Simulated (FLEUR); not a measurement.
# Hf: 5 runs along one coordinate

System: Hf (Im-3m, 1 atom in the cell).
Method: Kohn-Sham DFT of a periodic cell, AM05, all-electron, no spin polarisation (FLEUR MaX-R8.1 (later development tree)).

The 5 runs differ only in the geometry, by an even scaling of the cell at fixed fractional positions. The structure derives from an entry of the Crystallography Open Database.

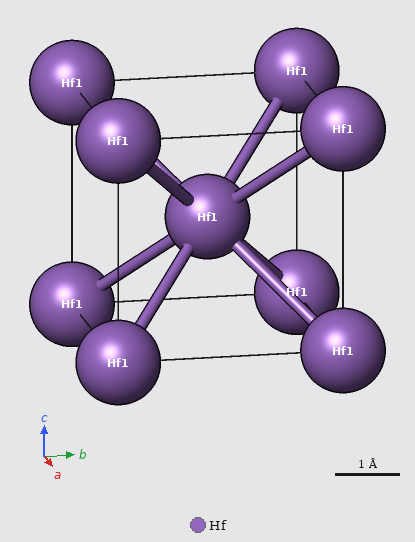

Figure 1. The structure of run 3 (ball-and-stick view of the cell 2 times as large as that of the calculation, set on its symmetry axes, seen slightly off an axis; atoms are numbered from 1 in the order of the input).

## Input of run 3
```
<?xml version="1.0" encoding="UTF-8" standalone="no"?>
<fleurInput fleurInputVersion="0.39">
   <comment>
      Hf                                                                                                  
   </comment>
   <calculationSetup>
      <cutoffs Kmax="4.1" Gmax="12.7" GmaxXC="12.7" numbands="0"/>
      <scfLoop itmax="60" minDistance="0.00001" maxIterBroyd="15" imix="Anderson" alpha="0.05" precondParam="0.0" spinf="2.0" sdNocoIR="T"/>
      <coreElectrons ctail="T" frcor="F" kcrel="0" coretail_lmax="0"/>
      <xcFunctional name="LibXC" relativisticCorrections="F">
         <LibXCName exchange="gga_x_am05" correlation="gga_c_am05"/>
      </xcFunctional>
      <magnetism jspins="1"/>
      <soc l_soc="F" theta="0.0" phi="0.0" spav="F"/>
      <expertModes spex="0" secvar="F"/>
      <geometryOptimization l_f="F" forcealpha="1.0" forcemix="BFGS" epsdisp="0.00001" epsforce="0.00001"/>
      <ldaU l_linMix="F" mixParam="0.05" spinf="1.0"/>
   </calculationSetup>
   <cell>
      <bzIntegration valenceElectrons="26.0" mode="hist" fermiSmearingEnergy="0.00183747">
         <kPointListSelection listName="default-1"/>
         <!-- k-points included here -->
         <xi:include xmlns:xi="http://www.w3.org/2001/XInclude" href="kpts.xml"> </xi:include>
      </bzIntegration>
      <!-- symmetry operations included here -->
      <xi:include xmlns:xi="http://www.w3.org/2001/XInclude" href="sym.xml"> </xi:include>
      <bulkLattice scale="1.0">
         <bravaisMatrix>
            <row-1>   -3.4109556549029998     3.4109556549029998     3.4109556549029998</row-1>
            <row-2>    3.4109556549029998    -3.4109556549029998     3.4109556549029998</row-2>
            <row-3>    3.4109556549029998     3.4109556549029998    -3.4109556549029998</row-3>
         </bravaisMatrix>
      </bulkLattice>
   </cell>
   <atomSpecies>
      <species name="Hafnium (Hf)" element="Hf" atomicNumber="72">
         <mtSphere radius="2.66" gridPoints="879" logIncrement="0.015"/>
         <atomicCutoffs lmax="11" lnonsphr="8"/>
         <electronConfig flipSpins="F">
            <coreConfig>(1s1/2) (2s1/2) (2p1/2) (2p3/2) (3s1/2) (3p1/2) (3p3/2) (4s1/2) (3d3/2) (3d5/2) (4p1/2) (4p3/2) (4d3/2) (4d5/2)</coreConfig>
            <valenceConfig>(5s1/2) (5p1/2) (5p3/2) (6s1/2) (4f5/2) (4f7/2) (5d3/2) (5d5/2)</valenceConfig>
            <stateOccupation state="(5d3/2)" spinUp="0.400000" spinDown="0.400000"/>
            <stateOccupation state="(5d5/2)" spinUp="0.600000" spinDown="0.600000"/>
         </electronConfig>
         <energyParameters s="6" p="6" d="5" f="4"/>
         <lo type="SCLO" l="0" n="5" eDeriv="0"/>
         <lo type="SCLO" l="1" n="5" eDeriv="0"/>
         <lo type="SCLO" l="2" n="5" eDeriv="2"/>
         <lo type="SCLO" l="3" n="4" eDeriv="2"/>
      </species>
   </atomSpecies>
   <atomGroups>
      <atomGroup species="Hafnium (Hf)">
         <relPos label="                   1">.0000000000 .0000000000 .0000000000</relPos>
         <force calculate="T" relaxXYZ="TTT"/>
      </atomGroup>
   </atomGroups>
   <output dos="F" band="F" slice="F">
      <checks vchk="F" cdinf="F"/>
      <bandDOS minEnergy="-.5*Htr" maxEnergy="0.5*Htr" sigma="0.015" storeEVData="T"/>
      <vacuumDOS vacdos="F" integ="F" star="F" nstars="0" locx1="0.0" locy1="0.0" locx2="0.0" locy2="0.0" nstm="0" tworkf="0.0"/>
      <unfoldingBand unfoldBand="F" supercellX="1" supercellY="1" supercellZ="1"/>
      <plotting iplot="0" polar="F">
         <plot TwoD="T" vec1="  1.0  0.0  0.0" vec2="  0.0  1.0  0.0" vec3="  0.0  0.0  1.0" zero="  0.0  0.0  0.0" file="plot"/>
      </plotting>
      <chargeDensitySlicing numkpt="0" minEigenval="0.0" maxEigenval="0.0" nnne="0" pallst="F"/>
      <specialOutput eonly="F"/>
      <moessbauerParams electricFieldGradient="T" isomerShift="T" coreHyperfine="T" valenceHyperfine="T"/>
      <magneticCircularDichroism mcd="F" energyLo="-10.0" energyUp="0.0"/>
   </output>
  <!-- We include the file relax.xml here to enable relaxations (see documentation) -->
  <xi:include xmlns:xi="http://www.w3.org/2001/XInclude" href="relax.xml"> <xi:fallback/> </xi:include>
</fleurInput>
```

Lattice vectors (Å) and fractional positions of run 3:
```
  -1.805000    1.805000    1.805000
   1.805000   -1.805000    1.805000
   1.805000    1.805000   -1.805000
Hf  0.000000  0.000000  0.000000
```

Run 4 has the same physical settings and fractional positions; its lattice vectors (Å) are:
```
  -1.828753    1.828753    1.828753
   1.828753   -1.828753    1.828753
   1.828753    1.828753   -1.828753
```

## Results, with one run withheld

```tsv
run	volume per atom (Å³)	free energy per atom, from the lowest run given (meV)
1	22.112	0.00
2	22.582	13.16
3	23.523	54.90
4	24.464	?
5	24.934	149.77
```

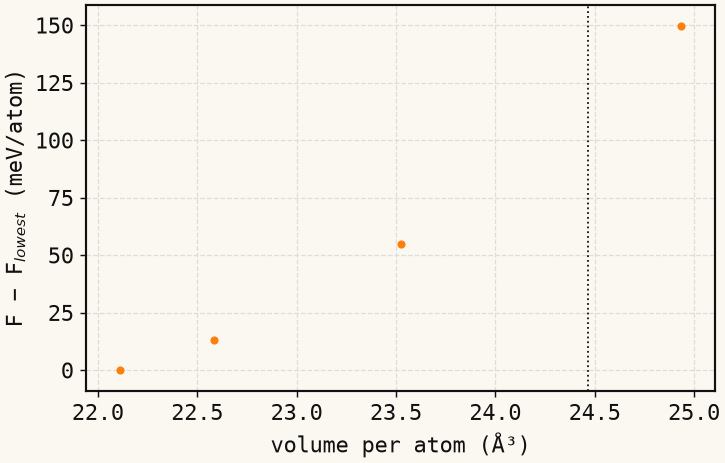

Figure 2. Free energy per atom of the runs given; the dotted line marks run 4.

Estimate the energy of run 4 from the others.

A quadratic polynomial in V^(−2/3) (the Birch–Murnaghan form), fitted to the 4 runs given, misses them by at most 0.10 meV per atom. With x = V^(−2/3) − 0.12277 Å⁻², it reads F = 40.651 − 13894 x + 9.9561e+05 x² (meV per atom). At run 4 it gives 114.51 meV per atom, and the run itself gives 114.40. The fit has no minimum inside this range.

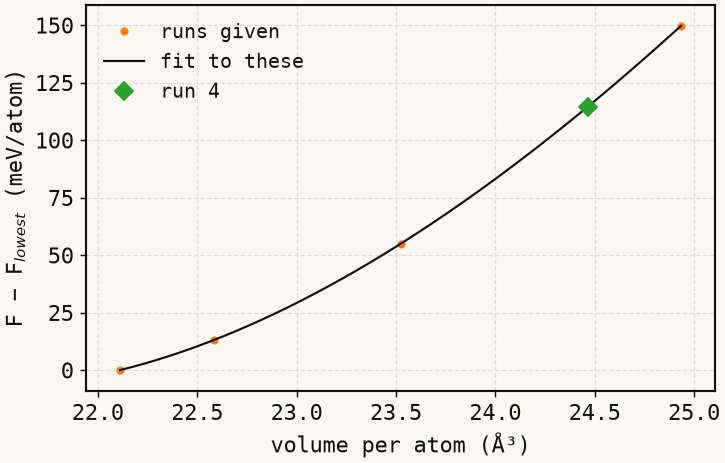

Figure 3. The fit and the withheld run.

## Output (run 4)
```
Welcome to FLEUR        (www.flapw.de)
      MaX-Release 8.1          (www.max-centre.eu)
 func_ids         135         120         135         120
The functional 'Armiento & Mattsson 05' is an exchange functional, it belongs to the 'GGA' family and is defined in the reference(s):
[1] R. Armiento and A. E. Mattsson.,  Phys. Rev. B 72, 085108 (2005)
[2] A. E. Mattsson, R. Armiento, J. Paier, G. Kresse, J. M. Wills, and T. R. Mattsson.,  J. Chem. Phys. 128, 084714 (2008)
The functional 'Armiento & Mattsson 05' is a correlation functional, it belongs to the 'GGA' family and is defined in the reference(s):
[1] R. Armiento and A. E. Mattsson.,  Phys. Rev. B 72, 085108 (2005)
[2] A. E. Mattsson, R. Armiento, J. Paier, G. Kresse, J. M. Wills, and T. R. Mattsson.,  J. Chem. Phys. 128, 084714 (2008)
 Using same functional for VXC and EXC

 ========== k-point set info ==========
 Selected k-point list: default-1
 k-point list type: mesh
 10 x 10 x 10
 Number of k points: 47

 ------------Calculation Setup---------------------------
 Number of MPI-tasks      :            1
 Number of PE/node        :            1
 Number of OMP-threads    :            1
 Most efficient MPI parallelization for:
           1          47
 Additional eigenvalue parallelization possible
 Number of basis functions:          232
 Approximate size of matrices (H+S) per k-point:         0.001 GB
 --------------------------------------------------------

 Iteration:     1   Distance:       9.12602423 me/bohr^3

 Iteration:     2   Distance:       8.31482243 me/bohr^3

 Iteration:     3   Distance:       4.77715351 me/bohr^3

 Iteration:     4   Distance:       1.20742879 me/bohr^3

 Iteration:     5   Distance:       1.09604901 me/bohr^3

 Iteration:     6   Distance:       0.23981824 me/bohr^3

 Iteration:     7   Distance:       0.06973811 me/bohr^3

 Iteration:     8   Distance:       0.01686300 me/bohr^3

 Iteration:     9   Distance:       0.01277806 me/bohr^3

 Iteration:    10   Distance:       0.00439684 me/bohr^3

 Iteration:    11   Distance:       0.00014203 me/bohr^3

 Iteration:    12   Distance:       0.00006133 me/bohr^3

 Iteration:    13   Distance:       0.00000167 me/bohr^3

 ********************************************************************
 Run finished successfully
 Stop message:
   all done
 ********************************************************************
```

Notes: Spin–orbit coupling is left out, which matters for Hf.
